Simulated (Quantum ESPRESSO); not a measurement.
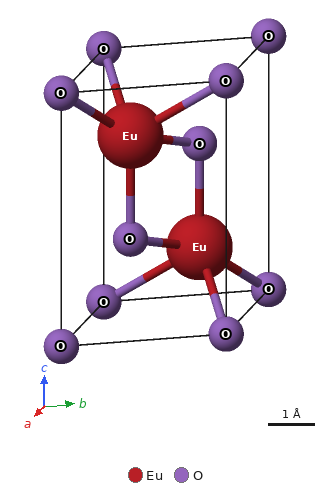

*The structure (ball-and-stick view of the cell of the calculation, seen slightly off an axis). An atom can appear more than once, as a periodic image.*

# Band-structure run, with input and output: Eu2O3 (part 1 of 3)

- system: Eu2O3 (P-3m1, 5 atoms in the cell)
- method: Kohn-Sham DFT of a periodic cell, PBEsol, SSSP 1.3 efficiency PBE, spin-polarised (Quantum ESPRESSO 7.5)

The structure derives from a Materials Project entry.

The input:
```
&CONTROL
  calculation = 'scf'
  prefix = 'pwscf'
  outdir = './tmp'
  pseudo_dir = './pseudo'
  tprnfor = .true.
  tstress = .true.
  disk_io = 'low'
/
&SYSTEM
  ibrav = 0
  celldm(1) = 8
  nat = 5
  ntyp = 2
  ecutwfc = 55
  ecutrho = 440
  nbnd = 39
  input_dft = 'pbesol'
  occupations = 'smearing'
  smearing = 'fd'
  degauss = 0.00367493
  nspin = 2
  starting_magnetization(1) = 0.4118
  starting_magnetization(2) = 0
/
&ELECTRONS
  conv_thr = 1d-09
  electron_maxstep = 120
  mixing_beta = 0.3
/
ATOMIC_SPECIES
Eu   151.9640 Eu.paw.z_17.atompaw.wentzcovitch.v1.2.upf
O     15.9990 O.pbe-n-kjpaw_psl.0.1.UPF
CELL_PARAMETERS alat
  0.8948561351110   0.0000000000000   0.0000000000000
 -0.4474280675437   0.7749681457374   0.0000000000000
  0.0000000000000   0.0000000000000   1.3749734942448
ATOMIC_POSITIONS crystal
Eu     0.3333333333    0.6666666667    0.2424440900
Eu     0.6666666667    0.3333333333    0.7575559100
O      0.3333333333    0.6666666667    0.6511035700
O      0.6666666667    0.3333333333    0.3488964300
O      0.0000000000    0.0000000000    0.0000000000
K_POINTS automatic
8 8 5 0 0 0
```

File bands.in:
```
&CONTROL
  calculation = 'bands'
  prefix = 'pwscf'
  outdir = './tmp'
  pseudo_dir = './pseudo'
  disk_io = 'low'
  verbosity = 'high'
/
&SYSTEM
  ibrav = 0
  celldm(1) = 8
  nat = 5
  ntyp = 2
  ecutwfc = 55
  ecutrho = 440
  nbnd = 39
  input_dft = 'pbesol'
  occupations = 'smearing'
  smearing = 'fd'
  degauss = 0.00367493
  nspin = 2
  starting_magnetization(1) = 0.4118
  starting_magnetization(2) = 0
/
&ELECTRONS
  conv_thr = 1d-08
  electron_maxstep = 120
  mixing_beta = 0.3
  diago_full_acc = .true.
  startingwfc = 'random'
/
ATOMIC_SPECIES
Eu   151.9640 Eu.paw.z_17.atompaw.wentzcovitch.v1.2.upf
O     15.9990 O.pbe-n-kjpaw_psl.0.1.UPF
CELL_PARAMETERS alat
  0.8948561351110   0.0000000000000   0.0000000000000
 -0.4474280675437   0.7749681457374   0.0000000000000
  0.0000000000000   0.0000000000000   1.3749734942448
ATOMIC_POSITIONS crystal
Eu     0.3333333333    0.6666666667    0.2424440900
Eu     0.6666666667    0.3333333333    0.7575559100
O      0.3333333333    0.6666666667    0.6511035700
O      0.6666666667    0.3333333333    0.3488964300
O      0.0000000000    0.0000000000    0.0000000000
K_POINTS crystal
60
 0.0000000000  0.0000000000  0.0000000000 1
 0.0714285714  0.0000000000  0.0000000000 1
 0.1428571429  0.0000000000  0.0000000000 1
 0.2142857143  0.0000000000  0.0000000000 1
 0.2857142857  0.0000000000  0.0000000000 1
 0.3571428571  0.0000000000  0.0000000000 1
 0.4285714286  0.0000000000  0.0000000000 1
 0.5000000000  0.0000000000  0.0000000000 1
 0.4583333333  0.0833333333  0.0000000000 1
 0.4166666667  0.1666666667  0.0000000000 1
 0.3750000000  0.2500000000  0.0000000000 1
 0.3333333333  0.3333333333  0.0000000000 1
 0.2962962963  0.2962962963  0.0000000000 1
 0.2592592593  0.2592592593  0.0000000000 1
 0.2222222222  0.2222222222  0.0000000000 1
 0.1851851852  0.1851851852  0.0000000000 1
 0.1481481481  0.1481481481  0.0000000000 1
 0.1111111111  0.1111111111  0.0000000000 1
 0.0740740741  0.0740740741  0.0000000000 1
 0.0370370370  0.0370370370  0.0000000000 1
 0.0000000000  0.0000000000  0.0000000000 1
 0.0000000000  0.0000000000  0.1250000000 1
 0.0000000000  0.0000000000  0.2500000000 1
 0.0000000000  0.0000000000  0.3750000000 1
 0.0000000000  0.0000000000  0.5000000000 1
 0.0625000000  0.0000000000  0.5000000000 1
 0.1250000000  0.0000000000  0.5000000000 1
 0.1875000000  0.0000000000  0.5000000000 1
 0.2500000000  0.0000000000  0.5000000000 1
 0.3125000000  0.0000000000  0.5000000000 1
 0.3750000000  0.0000000000  0.5000000000 1
 0.4375000000  0.0000000000  0.5000000000 1
 0.5000000000  0.0000000000  0.5000000000 1
 0.4666666667  0.0666666667  0.5000000000 1
 0.4333333333  0.1333333333  0.5000000000 1
 0.4000000000  0.2000000000  0.5000000000 1
 0.3666666667  0.2666666667  0.5000000000 1
 0.3333333333  0.3333333333  0.5000000000 1
 0.3030303030  0.3030303030  0.5000000000 1
 0.2727272727  0.2727272727  0.5000000000 1
 0.2424242424  0.2424242424  0.5000000000 1
 0.2121212121  0.2121212121  0.5000000000 1
 0.1818181818  0.1818181818  0.5000000000 1
 0.1515151515  0.1515151515  0.5000000000 1
 0.1212121212  0.1212121212  0.5000000000 1
 0.0909090909  0.0909090909  0.5000000000 1
 0.0606060606  0.0606060606  0.5000000000 1
 0.0303030303  0.0303030303  0.5000000000 1
 0.0000000000  0.0000000000  0.5000000000 1
 0.5000000000  0.0000000000  0.5000000000 1
 0.5000000000  0.0000000000  0.4000000000 1
 0.5000000000  0.0000000000  0.3000000000 1
 0.5000000000  0.0000000000  0.2000000000 1
 0.5000000000  0.0000000000  0.1000000000 1
 0.5000000000  0.0000000000  0.0000000000 1
 0.3333333333  0.3333333333  0.0000000000 1
 0.3333333333  0.3333333333  0.1250000000 1
 0.3333333333  0.3333333333  0.2500000000 1
 0.3333333333  0.3333333333  0.3750000000 1
 0.3333333333  0.3333333333  0.5000000000 1
```

Command:
```bash
OMP_NUM_THREADS=1 mpirun -n 2 pw.x -nk 2 -in pw.in > pw.out
OMP_NUM_THREADS=1 mpirun -n 2 pw.x -nk 2 -in bands.in > bands.out
```

Log:
```
This program is part of the open-source Quantum ESPRESSO suite
     for quantum simulation of materials; please cite
         "P. Giannozzi et al., J. Phys.:Condens. Matter 21 395502 (2009);
         "P. Giannozzi et al., J. Phys.:Condens. Matter 29 465901 (2017);
         "P. Giannozzi et al., J. Chem. Phys. 152 154105 (2020);
          URL
     in publications or presentations arising from this work. More details at

     file Eu.paw.z_17.atompaw.wentzcovitch.v1.2.upf: wavefunction(s)  6S 0P 5D 0D 4F 0F renormalized
     file O.pbe-n-kjpaw_psl.0.1.UPF: wavefunction(s)  2P renormalized

     IMPORTANT: XC functional enforced from input :
     Exchange-correlation= PBESOL
                           (   1   4  10   8   0   0   0)
     Any further DFT definition will be discarded
     Please, verify this is what you really want

     Message from routine setup:
     using ibrav=0 with symmetry is DISCOURAGED, use correct ibrav instead

     K-points division:     npool     =       2
     Subspace diagonalization in iterative solution of the eigenvalue problem:
     a serial algorithm will be used

     G-vector sticks info
     --------------------
     sticks:   dense  smooth     PW     G-vecs:    dense   smooth      PW
     Sum        1555     769    223                76135    26811    4187

     Using Slab Decomposition

     bravais-lattice index     =            0
     lattice parameter (alat)  =       8.0000  a.u.
     unit-cell volume          =     488.2040 (a.u.)^3
     number of atoms/cell      =            5
     number of atomic types    =            2
     number of electrons       =        52.00
     number of Kohn-Sham states=           39
     kinetic-energy cutoff     =      55.0000  Ry
     charge density cutoff     =     440.0000  Ry
     scf convergence threshold =      1.0E-09
     mixing beta               =       0.3000
     number of iterations used =            8  plain     mixing
     Exchange-correlation= PBESOL
                           (   1   4  10   8   0   0   0)

     celldm(1)=   8.000000  celldm(2)=   0.000000  celldm(3)=   0.000000
     celldm(4)=   0.000000  celldm(5)=   0.000000  celldm(6)=   0.000000

     crystal axes: (cart. coord. in units of alat)
               a(1) = (   0.894856   0.000000   0.000000 )
               a(2) = (  -0.447428   0.774968   0.000000 )
               a(3) = (   0.000000   0.000000   1.374973 )

     reciprocal axes: (cart. coord. in units 2 pi/alat)
               b(1) = (  1.117498  0.645188 -0.000000 )
               b(2) = (  0.000000  1.290376  0.000000 )
               b(3) = (  0.000000 -0.000000  0.727287 )

     PseudoPot. # 1 for Eu read from file:
     Eu.paw.z_17.atompaw.wentzcovitch.v1.2.upf
     Pseudo is Projector augmented-wave + core cor, Zval = 17.0
     Generated using ATOMPAW code
     Shape of augmentation charge: BESSEL
     Using radial grid of 1109 points,  8 beta functions with:
                l(1) =   0
                l(2) =   0
                l(3) =   1
                l(4) =   1
                l(5) =   2
                l(6) =   2
                l(7) =   3
                l(8) =   3
     Q(r) pseudized with 0 coefficients

     PseudoPot. # 2 for O  read from file:
     O.pbe-n-kjpaw_psl.0.1.UPF
     Pseudo is Projector augmented-wave + core cor, Zval =  6.0
     Generated using "atomic" code by A. Dal Corso  v.5.0.99 svn rev. 10869
     Shape of augmentation charge: BESSEL
     Using radial grid of 1095 points,  4 beta functions with:
                l(1) =   0
                l(2) =   0
                l(3) =   1
                l(4) =   1
     Q(r) pseudized with 0 coefficients

     atomic species   valence    mass     pseudopotential
     Eu               17.00   151.96400     Eu( 1.00)
     O                 6.00    15.99900     O ( 1.00)

     Starting magnetic structure
     atomic species   magnetization
     Eu              0.412
     O               0.000

     12 Sym. Ops., with inversion, found

   Cartesian axes

     site n.     atom                  positions (alat units)
         1        Eu     tau(   1) = (  -0.0000000   0.5166454   0.3333542  )
         2        Eu     tau(   2) = (   0.4474281   0.2583227   1.0416193  )
         3        O      tau(   3) = (  -0.0000000   0.5166454   0.8952502  )
         4        O      tau(   4) = (   0.4474281   0.2583227   0.4797233  )
         5        O      tau(   5) = (   0.0000000   0.0000000   0.0000000  )

     number of k points=    40  Fermi-Dirac smearing, width (Ry)=  0.0037
                       cart. coord. in units 2pi/alat
        k(    1) = (   0.0000000   0.0000000   0.0000000), wk =   0.0031250
        k(    2) = (   0.0000000   0.0000000   0.1454573), wk =   0.0062500
        k(    3) = (   0.0000000   0.0000000   0.2909147), wk =   0.0062500
        k(    4) = (   0.0000000   0.1612970   0.0000000), wk =   0.0187500
        k(    5) = (   0.0000000   0.1612970   0.1454573), wk =   0.0187500
        k(    6) = (   0.0000000   0.1612970   0.2909147), wk =   0.0187500
        k(    7) = (   0.0000000   0.3225939   0.0000000), wk =   0.0187500
        k(    8) = (   0.0000000   0.3225939   0.1454573), wk =   0.0187500
        k(    9) = (   0.0000000   0.3225939   0.2909147), wk =   0.0187500
        k(   10) = (   0.0000000   0.4838909   0.0000000), wk =   0.0187500
        k(   11) = (   0.0000000   0.4838909   0.1454573), wk =   0.0187500
        k(   12) = (   0.0000000   0.4838909   0.2909147), wk =   0.0187500
        k(   13) = (   0.0000000  -0.6451878   0.0000000), wk =   0.0093750
        k(   14) = (   0.0000000  -0.6451878   0.1454573), wk =   0.0187500
        k(   15) = (   0.0000000  -0.6451878   0.2909147), wk =   0.0187500
        k(   16) = (   0.1396873   0.2419454   0.0000000), wk =   0.0187500
        k(   17) = (   0.1396873   0.2419454   0.1454573), wk =   0.0375000
        k(   18) = (   0.1396873   0.2419454   0.2909147), wk =   0.0375000
        k(   19) = (   0.1396873   0.4032424   0.0000000), wk =   0.0375000
        k(   20) = (   0.1396873   0.4032424   0.1454573), wk =   0.0375000
        k(   21) = (   0.1396873   0.4032424   0.2909147), wk =   0.0375000
        k(   22) = (   0.1396873   0.5645393   0.0000000), wk =   0.0375000
        k(   23) = (   0.1396873   0.5645393   0.1454573), wk =   0.0375000
        k(   24) = (   0.1396873   0.5645393   0.2909147), wk =   0.0375000
        k(   25) = (   0.2793745   0.4838909   0.0000000), wk =   0.0187500
        k(   26) = (   0.2793745   0.4838909   0.1454573), wk =   0.0375000
        k(   27) = (   0.2793745   0.4838909   0.2909147), wk =   0.0375000
        k(   28) = (   0.2793745   0.6451878   0.0000000), wk =   0.0187500
        k(   29) = (   0.2793745   0.6451878   0.1454573), wk =   0.0375000
        k(   30) = (   0.2793745   0.6451878   0.2909147), wk =   0.0375000
        k(   31) = (   0.0000000   0.1612970  -0.1454573), wk =   0.0187500
        k(   32) = (   0.0000000   0.1612970  -0.2909147), wk =   0.0187500
        k(   33) = (   0.0000000   0.3225939  -0.1454573), wk =   0.0187500
        k(   34) = (   0.0000000   0.3225939  -0.2909147), wk =   0.0187500
        k(   35) = (   0.0000000   0.4838909  -0.1454573), wk =   0.0187500
        k(   36) = (   0.0000000   0.4838909  -0.2909147), wk =   0.0187500
        k(   37) = (  -0.1396873   0.4032424  -0.1454573), wk =   0.0375000
        k(   38) = (  -0.1396873   0.4032424  -0.2909147), wk =   0.0375000
        k(   39) = (  -0.1396873   0.5645393  -0.1454573), wk =   0.0375000
        k(   40) = (  -0.1396873   0.5645393  -0.2909147), wk =   0.0375000

     Dense  grid:    76135 G-vectors     FFT dimensions: (  48,  48,  75)

     Smooth grid:    26811 G-vectors     FFT dimensions: (  36,  36,  54)

     Generating pointlists ...
     new r_m :   0.2215 (alat units)  1.7720 (a.u.) for type    1
     new r_m :   0.2215 (alat units)  1.7720 (a.u.) for type    2

     Initial potential from superposition of free atoms

     starting charge      51.9906, renormalised to      52.0000
     Starting wfcs are   76 randomized atomic wfcs
     Checking if some PAW data can be deallocated...

     Self-consistent Calculation

     iteration #  1     ecut=    55.00 Ry     beta= 0.30
     Davidson diagonalization with overlap
     ethr =  1.00E-02,  avg # of iterations =  2.1

     total energy              =   -1393.82264195 Ry
     estimated scf accuracy    <       1.52353825 Ry

     total magnetization       =    12.00 Bohr mag/cell
     absolute magnetization    =    12.54 Bohr mag/cell

     iteration #  2     ecut=    55.00 Ry     beta= 0.30
     Davidson diagonalization with overlap
     ethr =  2.93E-03,  avg # of iterations =  2.0

     total energy              =   -1393.96613604 Ry
     estimated scf accuracy    <       1.15015187 Ry

     total magnetization       =    12.44 Bohr mag/cell
     absolute magnetization    =    14.36 Bohr mag/cell

     iteration #  3     ecut=    55.00 Ry     beta= 0.30
     Davidson diagonalization with overlap
     ethr =  2.21E-03,  avg # of iterations =  1.0

     total energy              =   -1394.27453502 Ry
     estimated scf accuracy    <       0.21871451 Ry

     total magnetization       =    12.00 Bohr mag/cell
     absolute magnetization    =    12.78 Bohr mag/cell

     iteration #  4     ecut=    55.00 Ry     beta= 0.30
     Davidson diagonalization with overlap
     ethr =  4.21E-04,  avg # of iterations =  1.2

     total energy              =   -1394.34379800 Ry
     estimated scf accuracy    <       0.04658676 Ry

     total magnetization       =    12.00 Bohr mag/cell
     absolute magnetization    =    13.05 Bohr mag/cell

     iteration #  5     ecut=    55.00 Ry     beta= 0.30
     Davidson diagonalization with overlap
     ethr =  8.96E-05,  avg # of iterations =  2.2

     total energy              =   -1394.34213463 Ry
     estimated scf accuracy    <       0.07045754 Ry

     total magnetization       =    12.00 Bohr mag/cell
     absolute magnetization    =    13.48 Bohr mag/cell

     iteration #  6     ecut=    55.00 Ry     beta= 0.30
     Davidson diagonalization with overlap
     ethr =  8.96E-05,  avg # of iterations =  1.8

     total energy              =   -1394.35422652 Ry
     estimated scf accuracy    <       0.00402701 Ry

     total magnetization       =    12.00 Bohr mag/cell
     absolute magnetization    =    12.99 Bohr mag/cell

     iteration #  7     ecut=    55.00 Ry     beta= 0.30
     Davidson diagonalization with overlap
     ethr =  7.74E-06,  avg # of iterations =  4.5

     total energy              =   -1394.35430784 Ry
     estimated scf accuracy    <       0.00113263 Ry

     total magnetization       =    12.00 Bohr mag/cell
     absolute magnetization    =    13.01 Bohr mag/cell

     iteration #  8     ecut=    55.00 Ry     beta= 0.30
     Davidson diagonalization with overlap
     ethr =  2.18E-06,  avg # of iterations =  5.1

     total energy              =   -1394.35453141 Ry
     estimated scf accuracy    <       0.00015471 Ry

     total magnetization       =    12.00 Bohr mag/cell
     absolute magnetization    =    13.02 Bohr mag/cell

     iteration #  9     ecut=    55.00 Ry     beta= 0.30
     Davidson diagonalization with overlap
     ethr =  2.98E-07,  avg # of iterations =  2.3

     total energy              =   -1394.35455520 Ry
     estimated scf accuracy    <       0.00011302 Ry

     total magnetization       =    12.00 Bohr mag/cell
     absolute magnetization    =    13.00 Bohr mag/cell

     iteration # 10     ecut=    55.00 Ry     beta= 0.30
     Davidson diagonalization with overlap
     ethr =  2.17E-07,  avg # of iterations =  2.0

     total energy              =   -1394.35458472 Ry
     estimated scf accuracy    <       0.00002529 Ry

     total magnetization       =    12.00 Bohr mag/cell
     absolute magnetization    =    13.00 Bohr mag/cell

     iteration # 11     ecut=    55.00 Ry     beta= 0.30
     Davidson diagonalization with overlap
     ethr =  4.86E-08,  avg # of iterations =  1.8

     total energy              =   -1394.35458712 Ry
     estimated scf accuracy    <       0.00000656 Ry

     total magnetization       =    12.00 Bohr mag/cell
     absolute magnetization    =    12.99 Bohr mag/cell

     iteration # 12     ecut=    55.00 Ry     beta= 0.30
     Davidson diagonalization with overlap
     ethr =  1.26E-08,  avg # of iterations =  3.0

     total energy              =   -1394.35458932 Ry
     estimated scf accuracy    <       0.00000876 Ry

     total magnetization       =    12.00 Bohr mag/cell
     absolute magnetization    =    12.98 Bohr mag/cell

     iteration # 13     ecut=    55.00 Ry     beta= 0.30
     Davidson diagonalization with overlap
     ethr =  1.26E-08,  avg # of iterations =  1.8

     total energy              =   -1394.35459009 Ry
     estimated scf accuracy    <       0.00000148 Ry

     total magnetization       =    12.00 Bohr mag/cell
     absolute magnetization    =    12.98 Bohr mag/cell

     iteration # 14     ecut=    55.00 Ry     beta= 0.30
     Davidson diagonalization with overlap
     ethr =  2.84E-09,  avg # of iterations =  1.6

     total energy              =   -1394.35459037 Ry
     estimated scf accuracy    <       0.00000006 Ry

     total magnetization       =    12.00 Bohr mag/cell
     absolute magnetization    =    12.98 Bohr mag/cell

     iteration # 15     ecut=    55.00 Ry     beta= 0.30
     Davidson diagonalization with overlap
     ethr =  1.17E-10,  avg # of iterations =  4.4

     total energy              =   -1394.35459040 Ry
     estimated scf accuracy    <          8.5E-09 Ry

     total magnetization       =    12.00 Bohr mag/cell
     absolute magnetization    =    12.98 Bohr mag/cell

     iteration # 16     ecut=    55.00 Ry     beta= 0.30
     Davidson diagonalization with overlap
     ethr =  1.64E-11,  avg # of iterations =  4.2

     total energy              =   -1394.35459041 Ry
     estimated scf accuracy    <          1.0E-08 Ry

     total magnetization       =    12.00 Bohr mag/cell
     absolute magnetization    =    12.98 Bohr mag/cell

     iteration # 17     ecut=    55.00 Ry     beta= 0.30
     Davidson diagonalization with overlap
     ethr =  1.64E-11,  avg # of iterations =  2.6

     total energy              =   -1394.35459041 Ry
     estimated scf accuracy    <          3.0E-09 Ry

     total magnetization       =    12.00 Bohr mag/cell
     absolute magnetization    =    12.98 Bohr mag/cell

     iteration # 18     ecut=    55.00 Ry     beta= 0.30
     Davidson diagonalization with overlap
     ethr =  5.72E-12,  avg # of iterations =  2.5
```
